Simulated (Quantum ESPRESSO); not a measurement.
Ni: relaxation of cell and atoms (part 2 of 2)

The same run, continued: Ni (Fm-3m, 1 atom in the cell); Kohn-Sham DFT of a periodic cell, PBE, GBRV 1.5 PBE, spin-polarised (Quantum ESPRESSO 7.5); cutoff 612.26 eV, 16×16×16 k-mesh, methfessel-paxton of 0.05 eV, collinear spins. The structure derives from an entry of the Crystallography Open Database.

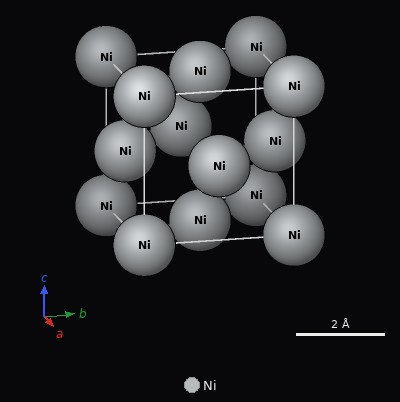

Figure 1. The structure (spheres-only view of the cell 4 times as large as that of the calculation, set on its symmetry axes, seen slightly off an axis).

The program's output, continued:
```
     total energy              =    -343.27994332 Ry
     estimated scf accuracy    <       0.00000005 Ry

     total magnetization       =     0.60 Bohr mag/cell
     absolute magnetization    =     0.70 Bohr mag/cell

     iteration #  2     ecut=    45.00 Ry     beta= 0.30
     Davidson diagonalization with overlap
     ethr =  2.74E-10,  avg # of iterations =  1.3

     total energy              =    -343.27994333 Ry
     estimated scf accuracy    <       0.00000001 Ry

     total magnetization       =     0.60 Bohr mag/cell
     absolute magnetization    =     0.70 Bohr mag/cell

     iteration #  3     ecut=    45.00 Ry     beta= 0.30
     Davidson diagonalization with overlap
     ethr =  5.59E-11,  avg # of iterations =  1.0

     total energy              =    -343.27994333 Ry
     estimated scf accuracy    <          2.0E-09 Ry

     total magnetization       =     0.60 Bohr mag/cell
     absolute magnetization    =     0.70 Bohr mag/cell

     iteration #  4     ecut=    45.00 Ry     beta= 0.30
     Davidson diagonalization with overlap
     ethr =  1.09E-11,  avg # of iterations =  1.0

     total energy              =    -343.27994333 Ry
     estimated scf accuracy    <          2.3E-11 Ry

     total magnetization       =     0.60 Bohr mag/cell
     absolute magnetization    =     0.70 Bohr mag/cell

     iteration #  5     ecut=    45.00 Ry     beta= 0.30
     Davidson diagonalization with overlap
     ethr =  1.30E-13,  avg # of iterations =  1.7

     total energy              =    -343.27994333 Ry
     estimated scf accuracy    <          7.3E-12 Ry

     total magnetization       =     0.60 Bohr mag/cell
     absolute magnetization    =     0.70 Bohr mag/cell

     iteration #  6     ecut=    45.00 Ry     beta= 0.30
     Davidson diagonalization with overlap
     ethr =  1.00E-13,  avg # of iterations =  1.0

     Magnetic moment per site  (integrated on atomic sphere of radius R)
     atom   1 (R=0.412)  charge= 16.7140  magn=  0.6451

     End of self-consistent calculation

     Number of k-points >= 100: set verbosity='high' to print the bands.

     the Fermi energy is    17.9624 ev

!    total energy              =    -343.27994333 Ry
     estimated scf accuracy    <          1.1E-12 Ry
     smearing contrib. (-TS)   =      -0.00000552 Ry
     internal energy E=F+TS    =    -343.27993781 Ry

     The total energy is F=E-TS. E is the sum of the following terms:
     one-electron contribution =    -191.46473875 Ry
     hartree contribution      =     107.38819793 Ry
     xc contribution           =     -35.56601423 Ry
     ewald contribution        =    -223.63738275 Ry

     total magnetization       =     0.60 Bohr mag/cell
     absolute magnetization    =     0.70 Bohr mag/cell

     convergence has been achieved in   6 iterations

     Forces acting on atoms (cartesian axes, Ry/au):

     atom    1 type  1   force =     0.00000000    0.00000000    0.00000000

     Total force =     0.000000     Total SCF correction =     0.000000

     Computing stress (Cartesian axis) and pressure

          total   stress  (Ry/bohr**3)                   (kbar)     P=       -0.29
  -0.00000200  -0.00000000   0.00000000           -0.29       -0.00        0.00
   0.00000000  -0.00000200   0.00000000            0.00       -0.29        0.00
   0.00000000   0.00000000  -0.00000200            0.00        0.00       -0.29

     Energy error            =      4.6E-08 Ry
     Gradient error          =      0.0E+00 Ry/Bohr
     Cell gradient error     =      2.9E-01 kbar

     bfgs converged in   3 scf cycles and   2 bfgs steps
     (criteria: energy <  1.0E-05 Ry, force <  4.0E-04 Ry/Bohr, cell <  3.0E-01 kbar)

     End of BFGS Geometry Optimization

     Final enthalpy           =    -343.2799433267 Ry

     File ./tmp/pwscf.bfgs deleted, as requested
Begin final coordinates
     new unit-cell volume =     73.26907 a.u.^3 (    10.85736 Ang^3 )
     density =      8.97665 g/cm^3

CELL_PARAMETERS (angstrom)
  -0.000000000   1.757510878   1.757510878
   1.757510878  -0.000000000   1.757510878
   1.757510878   1.757510878  -0.000000000

ATOMIC_POSITIONS (crystal)
Ni               0.0000000000        0.0000000000        0.0000000000
End final coordinates

     Final scf calculation at the relaxed structure.
     The G-vectors are recalculated for the final unit cell
     Results may differ from those at the preceding step.

     G-vector sticks info
     --------------------
     sticks:   dense  smooth     PW     G-vecs:    dense   smooth      PW
     Sum         547     271     91                 8393     2975     609

     Using Slab Decomposition

     bravais-lattice index     =            0
     lattice parameter (alat)  =       4.7087  a.u.
     unit-cell volume          =      73.2691 (a.u.)^3
     number of atoms/cell      =            1
     number of atomic types    =            1
     number of electrons       =        18.00
     number of Kohn-Sham states=           18
     kinetic-energy cutoff     =      45.0000  Ry
     charge density cutoff     =     360.0000  Ry
     scf convergence threshold =      2.0E-12
     mixing beta               =       0.3000
     number of iterations used =            8  plain     mixing
     press convergence thresh. =      3.0E-01
     Exchange-correlation=  SLA  PW   PBX  PBC
                           (   1   4   3   4   0   0   0)

     celldm(1)=   4.708730  celldm(2)=   0.000000  celldm(3)=   0.000000
     celldm(4)=   0.000000  celldm(5)=   0.000000  celldm(6)=   0.000000

     crystal axes: (cart. coord. in units of alat)
               a(1) = (  -0.000000   0.705331   0.705331 )
               a(2) = (   0.705331  -0.000000   0.705331 )
               a(3) = (   0.705331   0.705331  -0.000000 )

     reciprocal axes: (cart. coord. in units 2 pi/alat)
               b(1) = ( -0.708887  0.708887  0.708887 )
               b(2) = (  0.708887 -0.708887  0.708887 )
               b(3) = (  0.708887  0.708887 -0.708887 )

     PseudoPot. # 1 for Ni read from file:
     ni_pbe_v1.4.uspp.F.UPF
     Pseudo is Ultrasoft + core correction, Zval = 18.0
     Generated by new atomic code, or converted to UPF format
     Using radial grid of  865 points,  6 beta functions with:
                l(1) =   0
                l(2) =   0
                l(3) =   1
                l(4) =   1
                l(5) =   2
                l(6) =   2
     Q(r) pseudized with 10 coefficients,  rinner =    0.980   0.980   0.980
                                                       0.980   0.980

     atomic species   valence    mass     pseudopotential
     Ni               18.00    58.69340     Ni( 1.00)

     Starting magnetic structure
     atomic species   magnetization
     Ni              0.039

     48 Sym. Ops., with inversion, found

   Cartesian axes

     site n.     atom                  positions (alat units)
         1        Ni     tau(   1) = (   0.0000000   0.0000000   0.0000000  )

     number of k points=   145  Methfessel-Paxton smearing, width (Ry)=  0.0037

     Number of k-points >= 100: set verbosity='high' to print them.

     Dense  grid:     8393 G-vectors     FFT dimensions: (  30,  30,  30)

     Smooth grid:     2975 G-vectors     FFT dimensions: (  24,  24,  24)

     Check: negative core charge=   -0.000008
     Generating pointlists ...

     Initial potential from superposition of free atoms

     starting charge      16.0000, renormalised to      18.0000
     Starting wfcs are   13 randomized atomic wfcs +    5 random wfcs

     Self-consistent Calculation

     iteration #  1     ecut=    45.00 Ry     beta= 0.30
     Davidson diagonalization with overlap
     ethr =  1.00E-06,  avg # of iterations = 12.2

     total energy              =    -336.88957695 Ry
     estimated scf accuracy    <      31.53753175 Ry

     total magnetization       =     0.12 Bohr mag/cell
     absolute magnetization    =     0.14 Bohr mag/cell

     iteration #  2     ecut=    45.00 Ry     beta= 0.30
     Davidson diagonalization with overlap
     ethr =  1.00E-02,  avg # of iterations =  2.7

     total energy              =    -343.03031352 Ry
     estimated scf accuracy    <       1.21159657 Ry

     total magnetization       =     0.34 Bohr mag/cell
     absolute magnetization    =     0.40 Bohr mag/cell

     iteration #  3     ecut=    45.00 Ry     beta= 0.30
     Davidson diagonalization with overlap
     ethr =  6.73E-03,  avg # of iterations =  1.2

     total energy              =    -343.26888052 Ry
     estimated scf accuracy    <       0.05780764 Ry

     total magnetization       =     0.59 Bohr mag/cell
     absolute magnetization    =     0.64 Bohr mag/cell

     iteration #  4     ecut=    45.00 Ry     beta= 0.30
     Davidson diagonalization with overlap
     ethr =  3.21E-04,  avg # of iterations =  1.4

     total energy              =    -343.27829875 Ry
     estimated scf accuracy    <       0.00445164 Ry

     total magnetization       =     0.57 Bohr mag/cell
     absolute magnetization    =     0.63 Bohr mag/cell

     iteration #  5     ecut=    45.00 Ry     beta= 0.30
     Davidson diagonalization with overlap
     ethr =  2.47E-05,  avg # of iterations =  2.1

     total energy              =    -343.27956728 Ry
     estimated scf accuracy    <       0.00544686 Ry

     total magnetization       =     0.60 Bohr mag/cell
     absolute magnetization    =     0.68 Bohr mag/cell

     iteration #  6     ecut=    45.00 Ry     beta= 0.30
     Davidson diagonalization with overlap
     ethr =  2.47E-05,  avg # of iterations =  1.0

     total energy              =    -343.27983182 Ry
     estimated scf accuracy    <       0.00055517 Ry

     total magnetization       =     0.60 Bohr mag/cell
     absolute magnetization    =     0.68 Bohr mag/cell

     iteration #  7     ecut=    45.00 Ry     beta= 0.30
     Davidson diagonalization with overlap
     ethr =  3.08E-06,  avg # of iterations =  1.6

     total energy              =    -343.27992894 Ry
     estimated scf accuracy    <       0.00000499 Ry

     total magnetization       =     0.60 Bohr mag/cell
     absolute magnetization    =     0.70 Bohr mag/cell

     iteration #  8     ecut=    45.00 Ry     beta= 0.30
     Davidson diagonalization with overlap
     ethr =  2.77E-08,  avg # of iterations =  2.0

     total energy              =    -343.27992529 Ry
     estimated scf accuracy    <       0.00002517 Ry

     total magnetization       =     0.60 Bohr mag/cell
     absolute magnetization    =     0.70 Bohr mag/cell

     iteration #  9     ecut=    45.00 Ry     beta= 0.30
     Davidson diagonalization with overlap
     ethr =  2.77E-08,  avg # of iterations =  2.0

     total energy              =    -343.27992941 Ry
     estimated scf accuracy    <       0.00000004 Ry

     total magnetization       =     0.60 Bohr mag/cell
     absolute magnetization    =     0.70 Bohr mag/cell

     iteration # 10     ecut=    45.00 Ry     beta= 0.30
     Davidson diagonalization with overlap
     ethr =  1.98E-10,  avg # of iterations =  1.8

     total energy              =    -343.27992943 Ry
     estimated scf accuracy    <       0.00000010 Ry

     total magnetization       =     0.60 Bohr mag/cell
     absolute magnetization    =     0.70 Bohr mag/cell

     iteration # 11     ecut=    45.00 Ry     beta= 0.30
     Davidson diagonalization with overlap
     ethr =  1.98E-10,  avg # of iterations =  1.9

     total energy              =    -343.27992946 Ry
     estimated scf accuracy    <          4.8E-10 Ry

     total magnetization       =     0.60 Bohr mag/cell
     absolute magnetization    =     0.70 Bohr mag/cell

     iteration # 12     ecut=    45.00 Ry     beta= 0.30
     Davidson diagonalization with overlap
     ethr =  2.68E-12,  avg # of iterations =  1.0

     total energy              =    -343.27992947 Ry
     estimated scf accuracy    <          9.3E-11 Ry

     total magnetization       =     0.60 Bohr mag/cell
     absolute magnetization    =     0.70 Bohr mag/cell

     iteration # 13     ecut=    45.00 Ry     beta= 0.30
     Davidson diagonalization with overlap
     ethr =  5.15E-13,  avg # of iterations =  1.1

     total energy              =    -343.27992947 Ry
     estimated scf accuracy    <          2.8E-12 Ry

     total magnetization       =     0.60 Bohr mag/cell
     absolute magnetization    =     0.70 Bohr mag/cell

     iteration # 14     ecut=    45.00 Ry     beta= 0.30
     Davidson diagonalization with overlap
     ethr =  1.00E-13,  avg # of iterations =  1.0

     Magnetic moment per site  (integrated on atomic sphere of radius R)
     atom   1 (R=0.412)  charge= 16.7140  magn=  0.6451

     End of self-consistent calculation

     Number of k-points >= 100: set verbosity='high' to print the bands.

     the Fermi energy is    17.9623 ev

!    total energy              =    -343.27992947 Ry
     estimated scf accuracy    <          3.5E-13 Ry
     smearing contrib. (-TS)   =      -0.00000551 Ry
     internal energy E=F+TS    =    -343.27992396 Ry

     The total energy is F=E-TS. E is the sum of the following terms:
     one-electron contribution =    -191.46463758 Ry
     hartree contribution      =     107.38809295 Ry
     xc contribution           =     -35.56599658 Ry
     ewald contribution        =    -223.63738275 Ry

     total magnetization       =     0.60 Bohr mag/cell
     absolute magnetization    =     0.70 Bohr mag/cell

     convergence has been achieved in  14 iterations

     Forces acting on atoms (cartesian axes, Ry/au):

     atom    1 type  1   force =     0.00000000    0.00000000    0.00000000

     Total force =     0.000000     Total SCF correction =     0.000000

     Computing stress (Cartesian axis) and pressure

          total   stress  (Ry/bohr**3)                   (kbar)     P=       -0.98
  -0.00000663  -0.00000000   0.00000000           -0.98       -0.00        0.00
  -0.00000000  -0.00000663  -0.00000000           -0.00       -0.98       -0.00
   0.00000000  -0.00000000  -0.00000663            0.00       -0.00       -0.98

=------------------------------------------------------------------------------=
   JOB DONE.
=------------------------------------------------------------------------------=
```

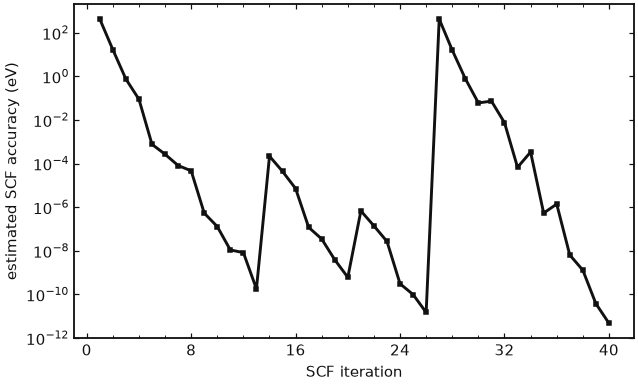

Figure 2. Convergence of the self-consistent field: estimated SCF accuracy against the iteration. The field takes 40 iterations in all.

This output came from the following input.

Input file:
```
&CONTROL
  calculation = 'vc-relax'
  prefix = 'pwscf'
  outdir = './tmp'
  pseudo_dir = './pseudo'
  tprnfor = .true.
  tstress = .true.
  disk_io = 'low'
  nstep = 40
  forc_conv_thr = 0.0004
  etot_conv_thr = 1d-05
/
&SYSTEM
  ibrav = 0
  nat = 1
  ntyp = 1
  ecutwfc = 45
  ecutrho = 360
  nbnd = 18
  occupations = 'smearing'
  smearing = 'mp'
  degauss = 0.00367493
  nspin = 2
  starting_magnetization(1) = 0.0556
/
&ELECTRONS
  conv_thr = 2d-10
  electron_maxstep = 120
  mixing_beta = 0.3
/
&IONS
  ion_dynamics = 'bfgs'
/
&CELL
  cell_dynamics = 'bfgs'
  press = 0
  press_conv_thr = 0.3
/
ATOMIC_SPECIES
Ni    58.6934 ni_pbe_v1.4.uspp.F.UPF
CELL_PARAMETERS angstrom
   0.0000000000    1.7619350000    1.7619350000
   1.7619350000    0.0000000000    1.7619350000
   1.7619350000    1.7619350000    0.0000000000
ATOMIC_POSITIONS crystal
Ni     0.0000000000    0.0000000000    0.0000000000
K_POINTS automatic
16 16 16 0 0 0
```

Command:
```bash
OMP_NUM_THREADS=1 mpirun -n 4 pw.x -nk 4 -in pw.in > pw.out
```

Key numbers:

| quantity | value |
| --- | --- |
| outcome | converged |
| space group (tolerance 0.01 Å) | Fm-3m (225) |
| electrons treated | 18 |
| free energy | −4670.5614 eV |
| Fermi energy | 17.962 eV |
| gap on the k-point mesh | none (metallic) |
| net moment of the cell | 0.60 μB |
| integrated absolute moment | 0.70 μB |
| pressure | −0.10 GPa |
| final volume | 10.86 Å³ |
| largest force (length of the vector) at the end | under 0.001 eV/Å |
| final cell | a = 2.485 Å, b = 2.485 Å, c = 2.485 Å, α = 60.00°, β = 60.00°, γ = 60.00° |
| hardware | 4 threads of Arm Neoverse N1, 98 GiB of memory available, shared host |
| wall time | 71 s (CPU time 4.7 min) |
| peak memory | 0.24 GiB |
